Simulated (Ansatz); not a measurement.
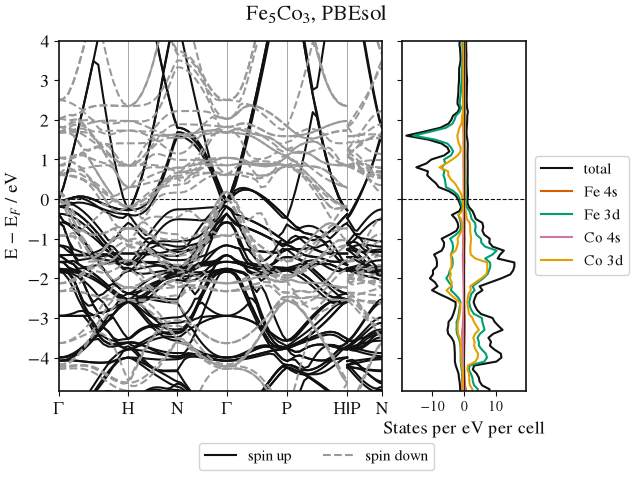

Band structure and density of states. Energies are counted from the Fermi level. The partial curves are projected on Löwdin-orthogonalised atomic shells. Spin-down states are drawn negative.

The Ansatz input:

```
crystal:
  lattice:
    - [-2.8045355345, 2.8045355345, 2.8045355345]
    - [2.8045355345, -2.8045355345, 2.8045355345]
    - [2.8045355345, 2.8045355345, -2.8045355345]
  atoms:
    - { symbol: Fe, position: [0.0, 0.0, 0.0], spin: 2.64 }
    - { symbol: Fe, position: [0.0, 0.0, 0.5], spin: 2.95 }
    - { symbol: Fe, position: [0.0, 0.5, 0.0], spin: 2.95 }
    - { symbol: Fe, position: [0.5, 0.0, 0.0], spin: 2.95 }
    - { symbol: Fe, position: [0.5, 0.5, 0.5], spin: 2.95 }
    - { symbol: Co, position: [0.0, 0.5, 0.5], spin: 1.99 }
    - { symbol: Co, position: [0.5, 0.5, 0.0], spin: 1.99 }
    - { symbol: Co, position: [0.5, 0.0, 0.5], spin: 1.99 }
basis:
  ecutwfc: 420
kpoints:
  mp_grid: { grid: [10, 10, 10] }
  band_path:
    path:
      - [[0.0, 0.0, 0.0], [0.5, -0.5, 0.5], [0.0, 0.0, 0.5], [0.0, 0.0, 0.0], [0.25, 0.25, 0.25], [0.5, -0.5, 0.5]]
      - [[0.25, 0.25, 0.25], [0.0, 0.0, 0.5]]
    npoints: 14
hamiltonian:
  xc: pbesol
scf:
  occupations: { method: gaussian, width: 0.1 }
  n_extra_bands: 20
output:
  forces: true
  stress: true
  eigenvalues: true
  populations: true
  dos: { projected: true, de: 0.02, nscf_kmesh: { grid: [15, 15, 15] } }
  bader: true
  write_density: true
  write_potential: true
  elf: true
  volumetric_format: npy
magnetization:
  spin_polarized: true
checkpoint:
  read: start.run
  write: ck
  compress: false
  write_wavefunctions: false
  write_every: 100000
```

Command:
```bash
ansatz run input.yaml --threads 2 --pin off --max-ram 5120MiB --backend cpu --events-out ev --progress --plain --runs-dir out
```

Q: Does this material conduct, going by its bands?

A: A metal: bands cross the Fermi level along this path.

Q: On which lines of the path do bands cross the Fermi level?

A: Bands cross the Fermi level on every line of the path.

Q: What is the density of states at the Fermi level?

A: The density of states at the Fermi level isn't well fixed here: it changes fast, and within 0.3 eV it runs from 2.5 to 9.2 per eV and cell.

Q: Which levels at P lie nearest to the Fermi level?

A: At P the nearest levels lie 0.48 eV below and 0.83 eV above the Fermi level.
